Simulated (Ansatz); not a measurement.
## Electronic structure of Hf$_{16}$HO$_{32}$ (cell with a defect) in real space

The calculation's input:

```
crystal:
  lattice:
    - [4.8301248088, 4.8301248088, -6.4194329124]
    - [-4.8301248088, 4.8301248088, 6.4194329124]
    - [4.8301248088, -4.8301248088, 6.4194329124]
  atoms:
    - { symbol: Hf, position: [0.5, 0.5, 0.0] }
    - { symbol: Hf, position: [0.5, 0.75, 0.25] }
    - { symbol: Hf, position: [0.5, 0.0, 0.5] }
    - { symbol: Hf, position: [0.5, 0.25, 0.75] }
    - { symbol: Hf, position: [0.0, 0.0, 0.0] }
    - { symbol: Hf, position: [0.0, 0.25, 0.25] }
    - { symbol: Hf, position: [0.0, 0.5, 0.5] }
    - { symbol: Hf, position: [0.0, 0.75, 0.75] }
    - { symbol: Hf, position: [0.5, 0.375, 0.375] }
    - { symbol: Hf, position: [0.5, 0.625, 0.625] }
    - { symbol: Hf, position: [0.5, 0.875, 0.875] }
    - { symbol: Hf, position: [0.5, 0.125, 0.125] }
    - { symbol: Hf, position: [0.0, 0.875, 0.375] }
    - { symbol: Hf, position: [0.0, 0.125, 0.625] }
    - { symbol: Hf, position: [0.0, 0.375, 0.875] }
    - { symbol: Hf, position: [0.0, 0.625, 0.125] }
    - { symbol: O, position: [0.5, 0.5275150483, 0.2224849517], spin: 0.2 }
    - { symbol: O, position: [0.5, 0.7775150483, 0.4724849517] }
    - { symbol: O, position: [0.5, 0.0275150483, 0.7224849517] }
    - { symbol: O, position: [0.5, 0.2775150483, 0.9724849517] }
    - { symbol: O, position: [1.0, 0.0275150483, 0.2224849517] }
    - { symbol: O, position: [1.0, 0.2775150483, 0.4724849517] }
    - { symbol: O, position: [1.0, 0.5275150483, 0.7224849517] }
    - { symbol: O, position: [1.0, 0.7775150483, 0.9724849517] }
    - { symbol: O, position: [0.3050300965, 0.1525150483, 0.1525150483], spin: 0.2 }
    - { symbol: O, position: [0.3050300965, 0.4025150483, 0.4025150483] }
    - { symbol: O, position: [0.3050300965, 0.6525150483, 0.6525150483] }
    - { symbol: O, position: [0.3050300965, 0.9025150483, 0.9025150483] }
    - { symbol: O, position: [0.8050300965, 0.6525150483, 0.1525150483] }
    - { symbol: O, position: [0.8050300965, 0.9025150483, 0.4025150483] }
    - { symbol: O, position: [0.8050300965, 0.1525150483, 0.6525150483] }
    - { symbol: O, position: [0.8050300965, 0.4025150483, 0.9025150483] }
    - { symbol: O, position: [0.6949699035, 0.3474849517, 0.3474849517] }
    - { symbol: O, position: [0.6949699035, 0.5974849517, 0.5974849517] }
    - { symbol: O, position: [0.6949699035, 0.8474849517, 0.8474849517] }
    - { symbol: O, position: [0.6949699035, 0.0974849517, 0.0974849517] }
    - { symbol: O, position: [0.1949699035, 0.8474849517, 0.3474849517] }
    - { symbol: O, position: [0.1949699035, 0.0974849517, 0.5974849517] }
    - { symbol: O, position: [0.1949699035, 0.3474849517, 0.8474849517], spin: 0.2 }
    - { symbol: O, position: [0.1949699035, 0.5974849517, 0.0974849517] }
    - { symbol: O, position: [0.5, 0.2224849517, 0.5275150483] }
    - { symbol: O, position: [0.5, 0.4724849517, 0.7775150483] }
    - { symbol: O, position: [0.5, 0.7224849517, 0.0275150483] }
    - { symbol: O, position: [0.5, 0.9724849517, 0.2775150483] }
    - { symbol: O, position: [1.0, 0.7224849517, 0.5275150483] }
    - { symbol: O, position: [1.0, 0.9724849517, 0.7775150483] }
    - { symbol: O, position: [1.0, 0.2224849517, 0.0275150483], spin: 0.2 }
    - { symbol: O, position: [1.0, 0.4724849517, 0.2775150483] }
    - { symbol: H, position: [0.25, 0.3125, 0.0625], spin: 0.2 }
  host:
    lattice:
      - [4.8301248088, 0.0, 0.0]
      - [0.0, 4.8301248088, 0.0]
      - [0.0, 0.0, 3.2097164562]
    atoms:
      - { symbol: Hf, position: [0.0, 0.0, 0.0] }
      - { symbol: Hf, position: [0.5, 0.5, 0.5] }
      - { symbol: O, position: [0.1949699035, 0.8050300965, 0.5] }
      - { symbol: O, position: [0.3050300965, 0.3050300965, 0.0] }
      - { symbol: O, position: [0.6949699035, 0.6949699035, 0.0] }
      - { symbol: O, position: [0.8050300965, 0.1949699035, 0.5] }
basis:
  ecutwfc: 420
  xc_grid: 2
kpoints:
  mp_grid: { grid: [2, 2, 2], shift: [0.5, 0.5, 0.5] }
hamiltonian:
  xc: pbesol
scf:
  occupations: { method: gaussian, width: 0.01 }
output:
  forces: true
  stress: false
  eigenvalues: true
  populations: true
  charged_corrections:
    defect_position: [0.25, 0.3125, 0.0625]
    epsilon: [[27.3137, 0.0, 0.0], [0.0, 27.3137, 0.0], [0.0, 0.0, 31.239]]
  write_density: true
  write_potential: true
  elf: true
  volumetric_format: npy
magnetization:
  spin_polarized: true
relax:
  adjacent_minimum: "off"
  f_tol: 0.025
  max_steps: 45
```

Run with:

```sh
ansatz run input.yaml --threads 4 --pin off --max-ram 10240MiB --backend cpu --events-out ev --progress --plain --runs-dir out
```

The fields are those of the run's last geometry, not of the input's.

Spin-polarised.

Method: DFT PBEsol, scalar-relativistic, plane waves, PAW in Ansatz 0.2.0.

Core electrons are frozen (PAW), and the valence fields are smoothed inside the atomic spheres.

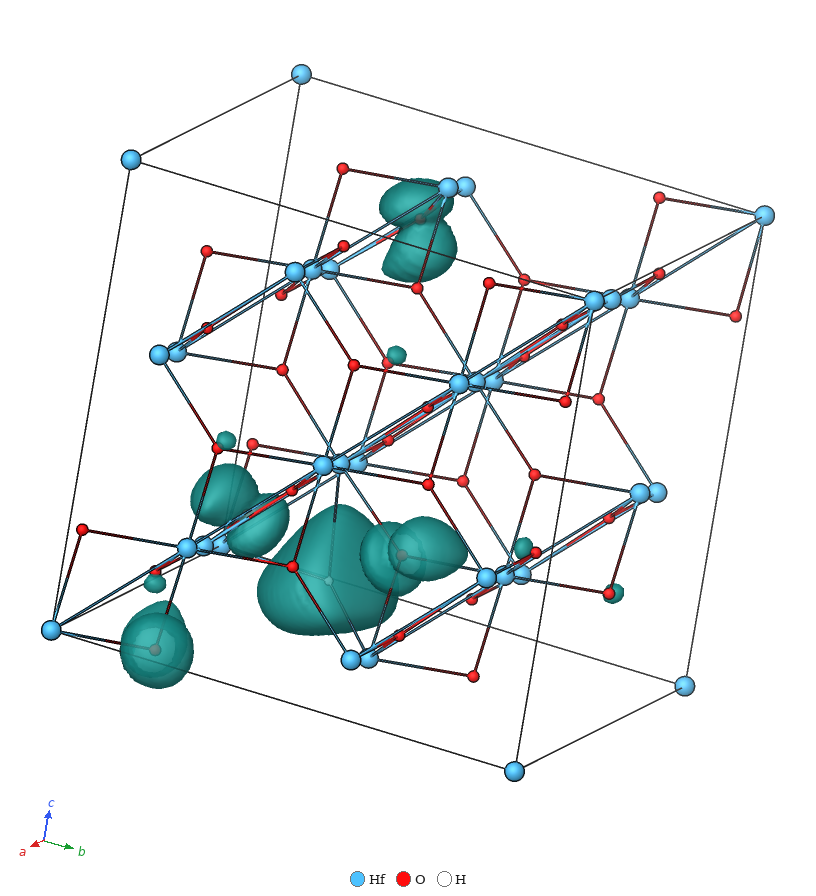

Figure 1. Isosurface of the magnetisation density (up minus down) at +0.008 e/Å³ (teal), seen slightly off an axis. Sticks mark near contacts.

Where is the spin, and how is it ordered?

The spin density sits on H: +0.5 μB in one cell of 49 atoms, with smaller moments on other sites: O (up to +0.08 μB): with much of the spin spread outside that site. The cell of the calculation (49 atoms) carries 1.0 μB of net spin moment.

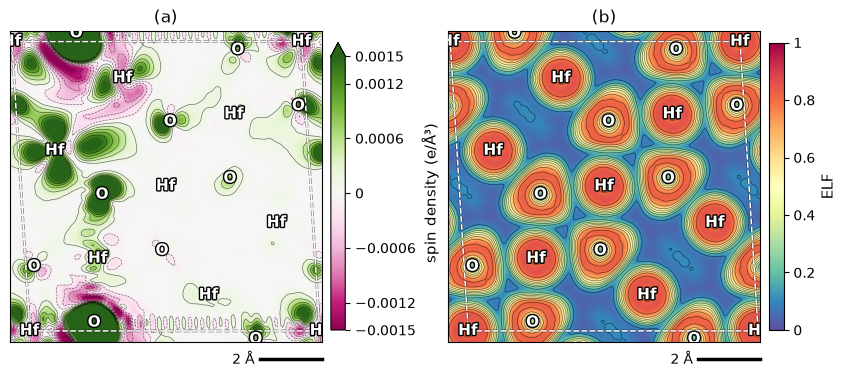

Figure 2. (a) magnetisation density (up minus down); (b) electron localisation function on the (100) plane of the calculation cell.

Read the bonding off the picture.

- The plane passes through Hf and O nuclei.
- Hf–O (2.08 Å): the ELF peaks at about 0.85 in the valence shell of O, 0.6 Å from its nucleus, and drops to about 0.20 between the two atoms (no shared electron pair shows on this line).
- Hf–Hf (3.21 Å): the ELF is about 0.10 at the midpoint (no shared electron pair shows on this line).
- The features right at Hf lie inside the PAW spheres, where the map follows smoothed inner orbitals and isn't to be read closely.

Does the calculation give a band gap?

It is gapped, with a Kohn–Sham gap of 1.4 eV on the k-point mesh (the band edges may lie off the mesh, which would make the gap smaller).
